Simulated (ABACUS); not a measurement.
# A series of single points on Ce

System: Ce (Fm-3m, 1 atom in the cell).
Method: Kohn-Sham DFT of a periodic cell, PBE, PseudoDojo NC SR 0.4.1 PBE standard, lanthanides 3+ (f in core), spin-polarised (ABACUS 3.10.1).

The 7 runs differ only in the geometry, by an even scaling of the cell at fixed fractional positions. The structure derives from an entry of the Crystallography Open Database.

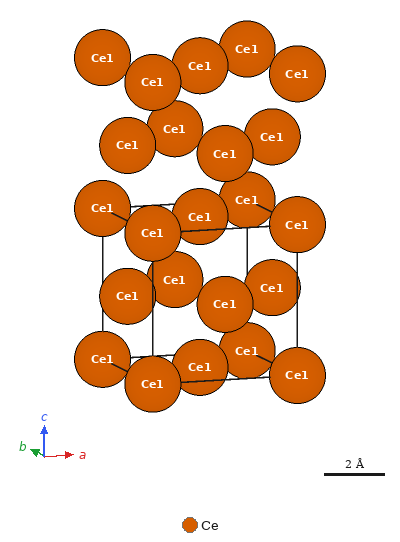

Figure 1. The structure of run 4 (spheres-only view of the cell 4 times as large as that of the calculation, set on its symmetry axes, repeated 1 × 1 × 2, seen slightly off an axis; atoms are numbered from 1 in the order of the input).

**Input of run 4**
```
INPUT_PARAMETERS
suffix              Ce
calculation         scf
basis_type          lcao
pseudo_dir          ./
orbital_dir         ./
symmetry            1
dft_functional      pbe
ecutwfc             100
pseudo_rcut         10
nspin               2
nbands              10
ks_solver           genelpa
smearing_method     fd
smearing_sigma      0.00367493
scf_thr             1e-07
scf_nmax            100
mixing_type         broyden
mixing_beta         0.4
cal_force           1
cal_stress          1
out_mul             1
```

**File STRU of run 4**
```
ATOMIC_SPECIES
Ce 140.1160 Ce.upf

NUMERICAL_ORBITAL
Ce_confined-atom_8au_3s2p2d1f.orb

LATTICE_CONSTANT
1.8897261246

LATTICE_VECTORS
0.0000000000 2.5806000000 2.5806000000
2.5806000000 0.0000000000 2.5806000000
2.5806000000 2.5806000000 0.0000000000

ATOMIC_POSITIONS
Direct

Ce
0.0
1
0.0000000000 0.0000000000 0.0000000000 1 1 1 mag 0
```

**File KPT of run 4**
```
K_POINTS
0
Gamma
9 9 9 0 0 0
```

Command:
```bash
OMP_NUM_THREADS=1 mpirun -np 4 abacus > log
```

Lattice vectors (Å) and fractional positions of run 4:
```
   0.000000    2.580600    2.580600
   2.580600    0.000000    2.580600
   2.580600    2.580600    0.000000
Ce  0.000000  0.000000  0.000000
```

Run 2 differs from it as follows:
```diff
-0.0000000000 2.5806000000 2.5806000000
-2.5806000000 0.0000000000 2.5806000000
-2.5806000000 2.5806000000 0.0000000000
+0.0000000000 2.5457227516 2.5457227516
+2.5457227516 0.0000000000 2.5457227516
+2.5457227516 2.5457227516 0.0000000000
```

**Results, with one run withheld**

```csv
run,volume per atom (Å³),"free energy per atom, from the lowest run given (meV)",pressure (GPa)
1,32.309,94.03,6.20
2,32.996,?,?
3,33.684,48.54,4.43
4,34.371,31.35,3.59
5,35.058,17.64,2.80
6,35.746,7.25,2.05
7,36.433,0.00,1.34
```

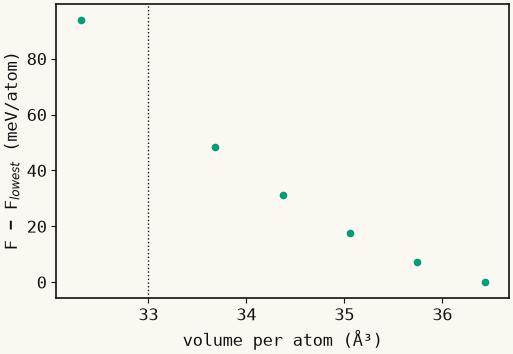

Figure 2. Free energy per atom of the runs given; the dotted line marks run 2.

Fit the runs given and predict run 2.

A cubic polynomial in V^(−2/3) (the Birch–Murnaghan form), fitted to the 6 runs given, misses them by at most 0.01 meV per atom. With x = V^(−2/3) − 0.09426 Å⁻², it reads F = 27.351 + 11600 x + 9.4576e+05 x² − 1.32e+07 x³ (meV per atom). At run 2 it gives 69.39 meV per atom, and the run itself gives 69.39. The slope of the fit gives a pressure −dF/dV of 5.30 GPa there, and the run prints 5.29 GPa. The fit has no minimum inside this range.

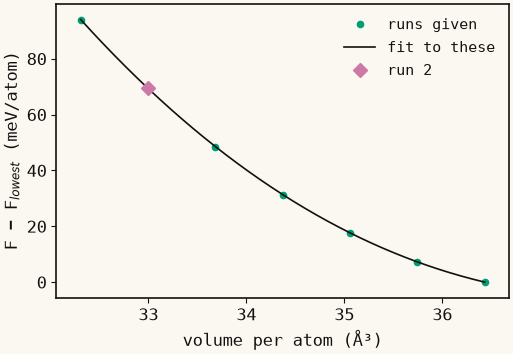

Figure 3. The fit and the withheld run.

**Some lines of the output (run 2)**
```
[...]
 E_Fermi        0.9138522540         12.4335977844
 E_Fermi        0.9139272894         12.4346186941
 E_Fermi        0.9139942708         12.4355300226
 E_Fermi        0.9139996126         12.4356027008
 E_Fermi        0.9139984728         12.4355871938
 E_Fermi        0.9139975692         12.4355748992
 E_Fermi        0.9139974296         12.4355730003
 E_Fermi        0.9139974061         12.4355726797
 E_KS(sigma->0) -71.4614029672       -972.2822674281
 E_Fermi        0.9139974030         12.4355726386
 final etot is -972.29040269 eV
 EFERMI = 12.435572639 eV
 TOTAL-PRESSURE: 52.944355 KBAR
 !FINAL_ETOT_IS -972.2904026921124796 eV
```

Notes: Points of doubt noted for this run: f electrons in core; home made orbitals.
